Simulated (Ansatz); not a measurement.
## TiO$_{2}$: geometry relaxation (part 2 of 3)

Continued. System: TiO$_{2}$ (slab, 24 atoms in the cell). Method: DFT PBE+D3(BJ), scalar-relativistic, plane waves, PAW, no spin polarisation (Ansatz 0.2.0); cutoff 420 eV, 2×3×1 k-mesh, Gaussian smearing of 0.05 eV. The structure derives from an entry of the Crystallography Open Database. The input holds or restrains some coordinates. Forces given for the steps count only the free coordinates. It belongs to a series of runs on one base structure; here: clean slab, lower planes held.

Geometry of the input (Å; fractional positions):
```
7.5747  0.0000  0.0000
-1.8937  5.1467  0.0000
0.0000  0.0000  21.8679
O  0.1577  0.6306  0.3658
O  0.6577  0.6306  0.3658
Ti 0.0677  0.2708  0.3993
Ti 0.5677  0.2708  0.3993
O  0.2996  0.1983  0.4061
O  0.7996  0.1983  0.4061
O  0.4777  0.9109  0.4329
O  0.9777  0.9109  0.4329
Ti 0.2096  0.8385  0.4396
Ti 0.7096  0.8385  0.4396
O  0.1196  0.4786  0.4731
O  0.6196  0.4786  0.4731
O  0.2253  0.9014  0.5269
O  0.7253  0.9014  0.5269
Ti 0.1354  0.5415  0.5604
Ti 0.6354  0.5415  0.5604
O  0.3673  0.4691  0.5671
O  0.8673  0.4691  0.5671
O  0.5454  0.1817  0.5939
O  0.0454  0.1817  0.5939
Ti 0.2773  0.1092  0.6007
Ti 0.7773  0.1092  0.6007
O  0.1873  0.7494  0.6342
O  0.6873  0.7494  0.6342
```

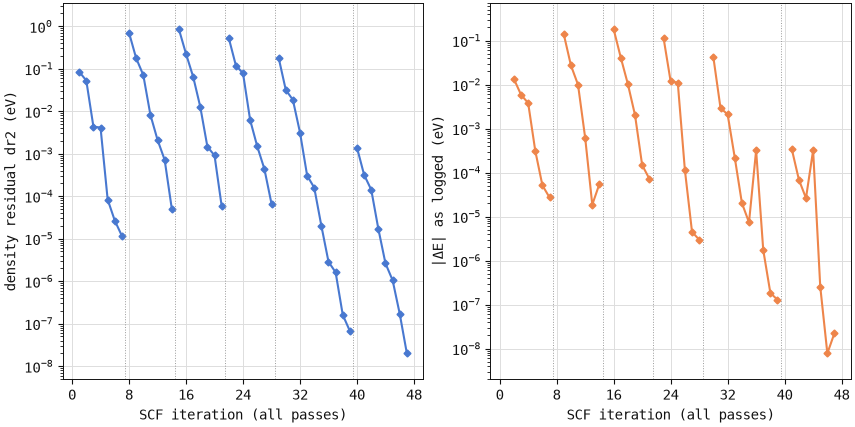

*Convergence of the self-consistent field: density residual dr2 and size of the energy change against the SCF iteration. The dotted lines part the SCF passes of the relaxation: geometry steps, rejected trials and re-solves on a re-selected basis.*

The 6 passes take 7 to 11 iterations each, 47 in all.

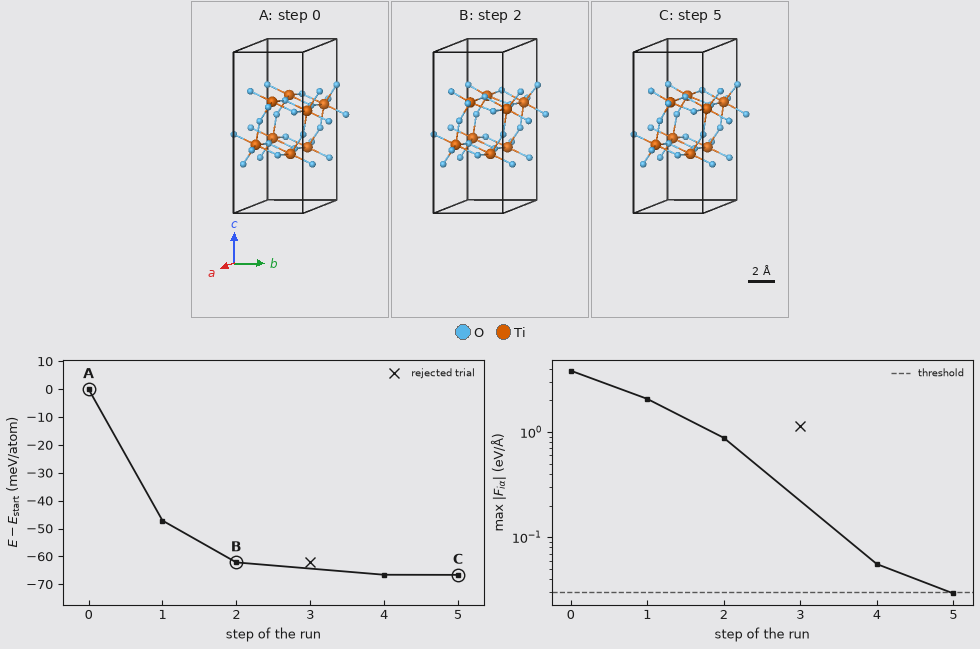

*Frames of the restrained relaxation (ball-and-stick view of the cell of the calculation, with the vacuum cut short (origin shifted), with bonded neighbours outside it, seen slightly off an axis) above the curves, on which the letters mark them (the first geometry is step 0 here and step 1 in the log).*

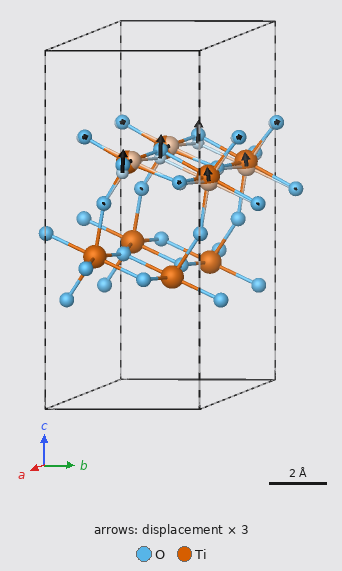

*Start (faint) and end (solid) with the displacements as black arrows, magnified 3 times (ball-and-stick view of the cell of the calculation, with the vacuum cut short (origin shifted), with bonded neighbours outside it, seen slightly off an axis).*

The largest moves, 0.29 Å, are those of O19 and O20. Largest moves by element: O 0.29 Å, Ti 0.18 Å. The lattice vectors keep their values. Distances before and after: Ti15–Ti21 3.051 → 2.867 Å, Ti21–O23 1.992 → 1.821 Å, O11–Ti15 1.936 → 2.104 Å, O13–Ti21 1.936 → 1.777 Å. Among the angles that change: O13–Ti21–O19 92.5° → 103.0°, O19–Ti21–O20 156.1° → 146.3°, Ti21–O20–Ti22 156.1° → 146.3°. The energy falls by 66.6 meV per atom in 5 geometry steps. The largest force component goes from 3.8 to 0.029 eV/Å. The line search rejected the trial step at point 3 (counted from 0) and went back. (Atoms are counted from 1 in the order of the input.)

```
WARN: The output density's exchange-correlation potential varies sharply where the density is thin. Do not read a vacuum level from v_tot or v_xc, or from such a field of the output density. On a cell that repeats whose density bears no net charge and no dipole along the vacuum's axis use v_es (v_loc + v_h of the components); under efield.dipole_correction with no amplitude use v_es + v_field, which holds any external_charges[].barrier, or the levels of the report's work_function block, which leave it out; under a non-zero efield.amplitude the vacuum is tilted and has no level; on a cell that repeats and bears such a dipole with no correction it is tilted too, and efield.dipole_correction with no amplitude gives each side of its ramp a level where efield: is served; in a cell that repeats whose density bears a net charge (total_charge, or a fill off its count) it is curved and has none; of a slab under crystal.periodic whose density bears no net charge use v_es, which has a level on each side, short of where the two are joined; of another it falls or rises all the way out and has none; of a slab beside external_charges read slab_vacuum_level instead, which it has where they leave it neutral. The grid or the basis barely resolves most such structure, and the values can differ between equally converged runs; as a rule a tighter scf.convergence.dr2_threshold does not remove it. Where the density itself ripples (under the LDA too) a higher basis.ecutwfc lessens it. The files hold the spikes' plane waves up to the density's cutoff. Files: v_tot_of_output_density and the like, and their columns of v_z.tsv (output.write_potential); v_xc_of_output_density and the like, and their columns of v_comp_z.tsv (output.write_potential_components). Measured: with its Gaussian average of σ = 0.25 Å subtracted twice, the exchange-correlation potential is over 0.1 eV at 144 of the grid points where the equally averaged density (valence and model cores) is under 1e-3 e/Å³, and 0.262 eV at the most among them, at an averaged density of 7.1e-7 e/Å³. The input density's (outcome.potential() and, of a run that writes arrays, v_tot and v_xc) is over 0.1 eV, so measured, at 100 points of its own thin density, 0.183 eV at the most. See output.write_potential in the manual, Limitations
SCF converged after 8 iterations
Free energy (F): -29109.722231 eV
Harris-Foulkes:  -29109.722231 eV  (|F-HF|=8.63e-9)
Internal energy: -29109.722231 eV  (E = F + TS)
E sigma→0 (E₀):  -29109.722231 eV
Fermi energy:    -1.118927 eV
Dipole field:    D = -0.006443 V/Å  (p = -0.030356 e·Å, saw-weighted, corrected)
Work function:   Φ+ = 5.8313 eV   Φ− = 5.6904 eV
Levels:          The Fermi level and band energies are counted from a zero that moves with the ramp; work functions are not
--- Per-component energies (eV) ---
  E_band       = -3665.938375
  E_kinetic    = 4967.183778
  E_local      = -162880.336763  (includes V_loc(G=0)·N_el)
  E_nonlocal   = 791.102451
  E_hartree    = 78922.570113
  E_xc         = -1962.839669
  E_vxc        = -2484.594881  (∫ρ·V_xc dr)
  E_paw        = -10888.086964  (= ΣΔE_a)
  E_vpaw       = -1904.522071  (= ΣTr[D̂ρ^β])
  E_aug_tail   = 0.040043  (compensation charges beyond the density's cutoff)
  E_efield     = 0.000098  (sawtooth field / dipole correction)
  E_vefield    = 0.047773  (∫n·V_field dr)
  E_ewald      = 61944.396483
  E_disp       = -3.751800  (pairwise vdW)
  E_smearing   = -0.000000  (= −TS)
  E_closure    = 0.000000  (closes the sum)
  Σ components = -29109.722231   (vs F -29109.722231, Δ=0.00e0)
--- Forces (eV/Å), atoms counted from 1 ---
  atom   1  O      0.00062336    -1.54313603     1.09615182
  atom   2  O      0.00062336    -1.54313603     1.09615182
  atom   3  Ti    -0.00055574     4.07882857     2.06596867
  atom   4  Ti    -0.00055574     4.07882857     2.06596867
  atom   5  O      0.00008612     0.19908793    -1.09169074
  atom   6  O      0.00008612     0.19908793    -1.09169074
  atom   7  O      0.00034318     0.31564647     0.08505397
  atom   8  O      0.00034318     0.31564647     0.08505397
  atom   9  Ti     0.00003835    -2.30664132    -2.38059288
  atom  10  Ti     0.00003835    -2.30664132    -2.38059288
  atom  11  O     -0.00053957    -0.74392212     0.22007231
  atom  12  O     -0.00053957    -0.74392212     0.22007231
  atom  13  O     -0.00000121     0.00826989     0.00836232
  atom  14  O     -0.00000121     0.00826989     0.00836232
  atom  15  Ti    -0.00013039     0.00314320    -0.00432043
  atom  16  Ti    -0.00013039     0.00314320    -0.00432043
  atom  17  O      0.00015224    -0.01637075    -0.01992692
  atom  18  O      0.00015224    -0.01637075    -0.01992692
  atom  19  O     -0.00011523    -0.00754882     0.01729125
  atom  20  O     -0.00011523    -0.00754882     0.01729125
  atom  21  Ti     0.00010928     0.02922401     0.00853295
  atom  22  Ti     0.00010928     0.02922401     0.00853295
  atom  23  O     -0.00001069    -0.01656313    -0.00492889
  atom  24  O     -0.00001069    -0.01656313    -0.00492889
  max |Σ_I F_I| component: 5.32e-5 eV/Å
--- Band table (eV) ---
  k-point 0: bands = ["-58.8835", "-58.8805", "-58.8449", "-58.8397", "-58.6832", "-58.6820", "-58.4578", "-58.4568", "-35.3641", "-35.3226", "-35.2419", "-35.2411", "-35.2097", "-35.1894", "-35.1148", "-35.1087", "-35.0989", "-35.0938", "-35.0870", "-35.0851", "-35.0849", "-35.0529", "-34.9155", "-34.8671", "-34.8590", "-34.8483", "-34.7695", "-34.7407", "-34.7398", "-34.7182", "-34.6645", "-34.6536", "-19.8662", "-19.5811", "-19.4411", "-19.1657", "-18.8375", "-18.8339", "-18.7723", "-18.6855", "-18.6239", "-18.5364", "-18.4260", "-18.4040", "-18.2767", "-18.1994", "-17.3402", "-17.3284", "-6.8412", "-6.7160", "-6.6677", "-6.6490", "-6.6025", "-6.5569", "-6.5202", "-6.3718", "-6.1610", "-6.0812", "-6.0732", "-6.0729", "-6.0152", "-5.7270", "-5.6700", "-5.6245", "-5.4509", "-5.2464", "-5.2143", "-4.9464", "-4.9139", "-4.8589", "-4.7623", "-4.7606", "-4.7125", "-4.6968", "-4.3903", "-4.3684", "-4.3056", "-4.1668", "-4.1056", "-3.9876", "-3.9560", "-3.8068", "-3.6604", "-3.5661", "-3.4487", "-3.3073", "-3.2884", "-3.1976", "-3.1892", "-3.1526", "-2.8954", "-2.7788", "-2.4761", "-2.4599", "-2.4027", "-2.1579", "-0.0800", "0.4181", "0.5774", "0.6447", "0.7185", "0.7880", "0.9331", "0.9450", "1.0638", "1.1058", "1.1733", "1.2360", "1.2973", "1.3160", "1.4560", "1.4666", "1.4890", "1.5844", "1.6797", "1.7868", "1.8575", "1.9167", "2.0864", "2.2237"]
  k-point 1: bands = ["-58.8828", "-58.8805", "-58.8414", "-58.8397", "-58.6856", "-58.6832", "-58.4586", "-58.4568", "-35.3240", "-35.2964", "-35.2420", "-35.2383", "-35.2098", "-35.1859", "-35.1106", "-35.1058", "-35.0933", "-35.0906", "-35.0870", "-35.0861", "-35.0814", "-35.0646", "-34.9204", "-34.9093", "-34.8632", "-34.8533", "-34.7705", "-34.7495", "-34.7394", "-34.7162", "-34.6761", "-34.6642", "-19.6879", "-19.4913", "-19.4413", "-19.2683", "-18.8460", "-18.8327", "-18.7743", "-18.6873", "-18.6211", "-18.5299", "-18.5277", "-18.4114", "-18.3269", "-18.1993", "-17.3726", "-17.3285", "-6.8432", "-6.7089", "-6.6761", "-6.6414", "-6.6041", "-6.5614", "-6.4850", "-6.3554", "-6.1473", "-6.1219", "-6.0712", "-6.0581", "-5.9494", "-5.7592", "-5.6556", "-5.6363", "-5.3942", "-5.3256", "-5.3185", "-5.0042", "-4.9073", "-4.8960", "-4.8767", "-4.7556", "-4.7353", "-4.6034", "-4.5537", "-4.5185", "-4.1398", "-4.0823", "-3.8825", "-3.7601", "-3.7480", "-3.6711", "-3.5107", "-3.4960", "-3.4490", "-3.4181", "-3.3202", "-3.3196", "-3.2643", "-3.1097", "-3.0200", "-2.7960", "-2.5743", "-2.5304", "-2.5206", "-2.2332", "-0.0278", "0.4748", "0.6124", "0.6683", "0.7538", "0.7890", "0.8293", "0.9143", "1.0857", "1.1410", "1.1821", "1.2280", "1.2873", "1.3036", "1.3064", "1.4627", "1.4685", "1.5630", "1.6272", "1.7851", "1.9400", "1.9800", "2.1004", "2.2041"]
  k-point 2: bands = ["-58.8820", "-58.8820", "-58.8423", "-58.8423", "-58.6826", "-58.6826", "-58.4573", "-58.4573", "-35.3451", "-35.3451", "-35.2397", "-35.2397", "-35.1663", "-35.1663", "-35.1430", "-35.1430", "-35.0968", "-35.0968", "-35.0876", "-35.0876", "-35.0666", "-35.0666", "-34.8950", "-34.8950", "-34.8518", "-34.8518", "-34.7495", "-34.7495", "-34.7376", "-34.7376", "-34.6577", "-34.6577", "-19.6196", "-19.6196", "-19.2305", "-19.2305", "-19.0246", "-19.0246", "-18.6765", "-18.6765", "-18.6302", "-18.6302", "-18.4224", "-18.4224", "-18.2495", "-18.2495", "-17.3319", "-17.3319", "-6.8761", "-6.8761", "-6.7454", "-6.7454", "-6.5965", "-6.5965", "-6.4815", "-6.4815", "-6.0530", "-6.0530", "-5.9597", "-5.9597", "-5.6626", "-5.6626", "-5.4932", "-5.4932", "-5.1993", "-5.1993", "-4.9840", "-4.9840", "-4.8670", "-4.8670", "-4.8206", "-4.8206", "-4.7154", "-4.7154", "-4.6191", "-4.6191", "-4.2678", "-4.2678", "-4.1433", "-4.1433", "-3.9658", "-3.9658", "-3.6382", "-3.6382", "-3.3269", "-3.3269", "-3.2140", "-3.2140", "-3.0817", "-3.0817", "-2.8854", "-2.8854", "-2.4566", "-2.4566", "-2.2789", "-2.2789", "0.4709", "0.4709", "0.6937", "0.6937", "0.7306", "0.7306", "0.8225", "0.8225", "0.8770", "0.8770", "1.0178", "1.0178", "1.2207", "1.2207", "1.2865", "1.2865", "1.3814", "1.3814", "1.5371", "1.5371", "1.7965", "1.7965", "1.9716", "1.9716"]
  k-point 3: bands = ["-58.8818", "-58.8814", "-58.8416", "-58.8395", "-58.6855", "-58.6834", "-58.4579", "-58.4574", "-35.3305", "-35.2823", "-35.2389", "-35.2369", "-35.1660", "-35.1659", "-35.1515", "-35.1451", "-35.1034", "-35.0942", "-35.0845", "-35.0782", "-35.0716", "-35.0667", "-34.9215", "-34.8958", "-34.8684", "-34.8610", "-34.7484", "-34.7471", "-34.7439", "-34.7394", "-34.6759", "-34.6627", "-19.5824", "-19.4537", "-19.2067", "-19.1347", "-19.1059", "-19.0389", "-18.6767", "-18.6597", "-18.6404", "-18.6311", "-18.5419", "-18.4519", "-18.3093", "-18.2636", "-17.3642", "-17.3405", "-6.8926", "-6.8823", "-6.8527", "-6.7825", "-6.6379", "-6.6113", "-6.4753", "-6.4267", "-6.0346", "-5.9022", "-5.8830", "-5.8068", "-5.6967", "-5.6666", "-5.5210", "-5.4299", "-5.2804", "-5.2012", "-5.0450", "-5.0022", "-4.9053", "-4.8853", "-4.8191", "-4.7617", "-4.7455", "-4.6630", "-4.6212", "-4.5944", "-4.3860", "-4.2993", "-4.1442", "-4.0597", "-3.8848", "-3.7459", "-3.7094", "-3.6949", "-3.5109", "-3.3478", "-3.1974", "-3.1329", "-3.1061", "-3.0156", "-2.8877", "-2.8754", "-2.5679", "-2.4502", "-2.2776", "-2.2476", "0.4449", "0.4466", "0.5507", "0.6642", "0.7399", "0.8011", "0.8348", "0.8360", "0.8999", "0.9631", "1.0107", "1.0499", "1.1437", "1.2080", "1.2785", "1.3195", "1.3734", "1.3987", "1.5454", "1.5463", "1.7170", "1.7633", "1.8918", "1.9670"]
```
